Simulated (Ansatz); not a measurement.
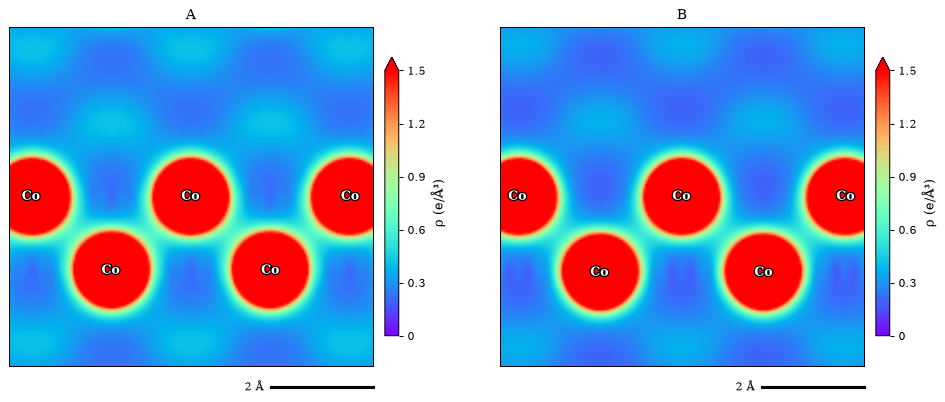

Co. The valence electron density of two cells that differ in size, on the (110) plane of each (indices in the axes of the calculation cell), at one length scale and on one colour scale; one has 10.0 and the other 10.9 Å³ an atom.

The calculation used DFT, r2SCAN, plane waves (500 eV) with PAW, scalar-relativistic (Ansatz).

Core electrons are frozen (PAW), and the valence fields are smoothed inside the atomic spheres.

Which is the denser cell? Describe the effect of the change.

Answer. Panel A is the smaller cell, by 8 % in volume. From the larger cell to the smaller, Co–Co goes from 2.21 to 2.14 Å, and the density at its midpoint from 0.55 to 0.62 e/Å³; the pressure goes from 0.0 to 23 GPa.
